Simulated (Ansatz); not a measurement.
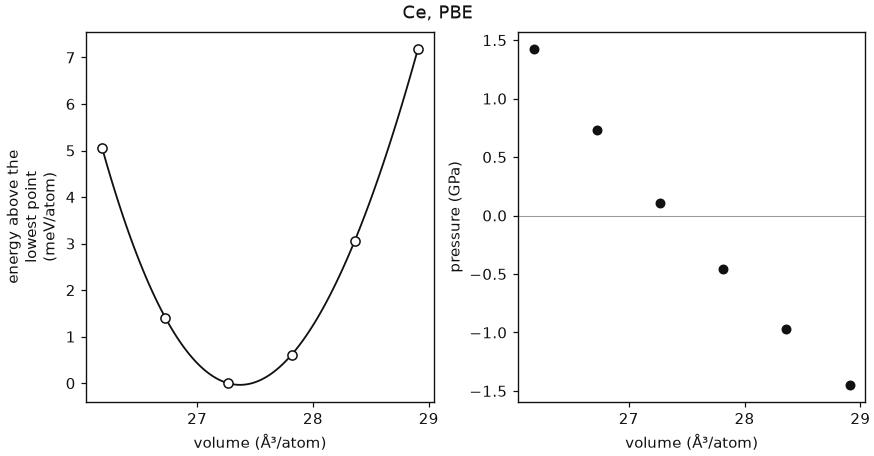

Plotted: energy above the lowest point and pressure against volume for Ce, space group Im-3m (No. 229) (one of a set of cubic test structures, which need not be the stable phase).

Computed with Ansatz 0.2.0 development build: equation of state of a cubic crystal from periodic Kohn-Sham density functional theory without spin, third-order Birch-Murnaghan fit to the free energies; pressure corrected for the finite basis. Level: PBE.

```tsv
setting	value
structure type	bcc
atoms in cell	1
space group number	229
lattice centring	body-centred primitive
k mesh	40×40×40
occupation method	Fermi–Dirac
occupation width	0.06123 eV
wave cutoff	420 eV
datasets	soft-1 PAW
density tolerance	1e-07 eV
bands	16
density cutoff ratio	4
search for lower states	default
```

**Give the fitted equation-of-state parameters.**

A third-order Birch–Murnaghan fit gives V0 = 27.37 Å³/atom, B0 = 29.3 GPa and B′ = 3.9.

**How does the pressure vary with volume?**

It falls from 1.426 GPa at volume 26.18 Å³/atom to −1.448 GPa at 28.91 Å³/atom, and changes sign near 27.38 Å³/atom.

Keep in mind: cubic model structure, not the ambient form; open f shell treated without spin.

The computed values:

```json
{"volume (Å³/atom)": "26.18", "energy above the lowest point (meV/atom)": "5.052", "pressure (GPa)": "1.426"}
{"volume (Å³/atom)": "26.73", "energy above the lowest point (meV/atom)": "1.404", "pressure (GPa)": "0.730"}
{"volume (Å³/atom)": "27.27", "energy above the lowest point (meV/atom)": "0.000", "pressure (GPa)": "0.110"}
{"volume (Å³/atom)": "27.82", "energy above the lowest point (meV/atom)": "0.610", "pressure (GPa)": "-0.460"}
{"volume (Å³/atom)": "28.36", "energy above the lowest point (meV/atom)": "3.060", "pressure (GPa)": "-0.970"}
{"volume (Å³/atom)": "28.91", "energy above the lowest point (meV/atom)": "7.186", "pressure (GPa)": "-1.448"}
```
